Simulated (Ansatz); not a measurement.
Consider Al.

Input file:

```
crystal:
  lattice:
    - [2.8124553515, 0.0, 0.0]
    - [-1.4062276757, 2.4356577814, 0.0]
    - [0.0, 0.0, 4.86685]
  atoms:
    - { symbol: Al, position: [0.7261532148, 0.376880509, 0.75] }
    - { symbol: Al, position: [0.3333333333, 0.6666666667, 0.25] }
basis:
  ecutwfc: 500
kpoints:
  mp_grid: { grid: [18, 18, 10] }
hamiltonian:
  xc: r2scan
scf:
  occupations: { method: gaussian, width: 0.15 }
output:
  forces: true
  stress: true
  eigenvalues: true
  write_density: true
  write_potential: true
  elf: true
  volumetric_format: npy
```

Launched as:

```sh
ansatz run input.yaml --threads 1 --pin off --max-ram 2560MiB --backend cpu --events-out ev --progress --plain --runs-dir out
```

Below, planes, directions and counts refer to the conventional cell (a = 2.81 Å, b = 4.87 Å, c = 2.81 Å, α = 90.00°, β = 120.00°, γ = 90.00°).

Space group P2₁/m; a structure from a database of computed crystals, not necessarily the ambient phase; changed on purpose from its base cell (atom 1 (Al) moved by (+0.150, +0.000) A along [1 1 0] and z); computed pressure about −3 GPa in this cell.

These are results of DFT r2SCAN, scalar-relativistic, plane waves, PAW (Ansatz 0.2.0), not measurements.

Q: Predict the valence pseudo-density and electron localisation function between the atoms.

A: Al–Al (2.81 Å): ρ is about 0.22 e/Å³ halfway; the ELF peaks at about 0.65 between the atoms.

Q: Does the calculation give a band gap?

A: It is gapless in this calculation (a metal or semimetal).

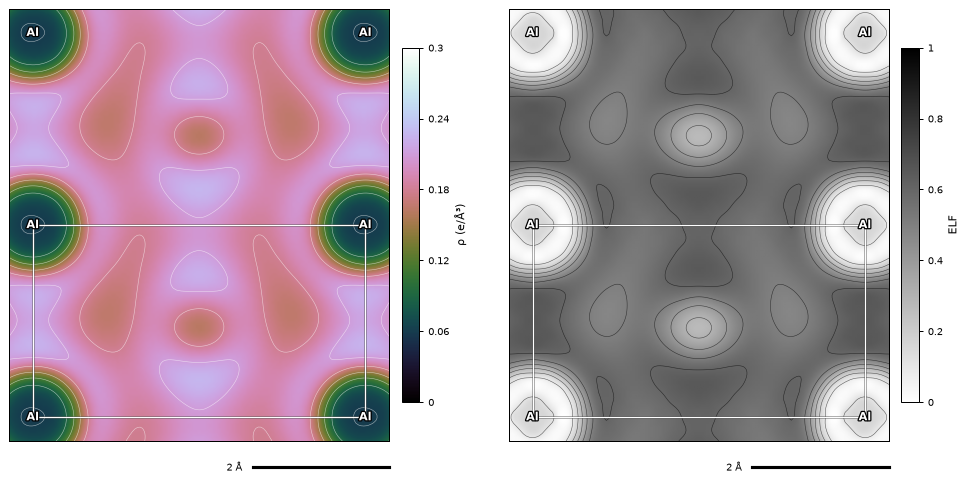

Computed valence pseudo-density and electron localisation function on the (100) plane of the conventional cell, in this order. Atoms just off the plane (Al, 0.7 Å away) can leave unmarked features too.

Core electrons are frozen (PAW), and the valence fields are smoothed inside the atomic spheres.
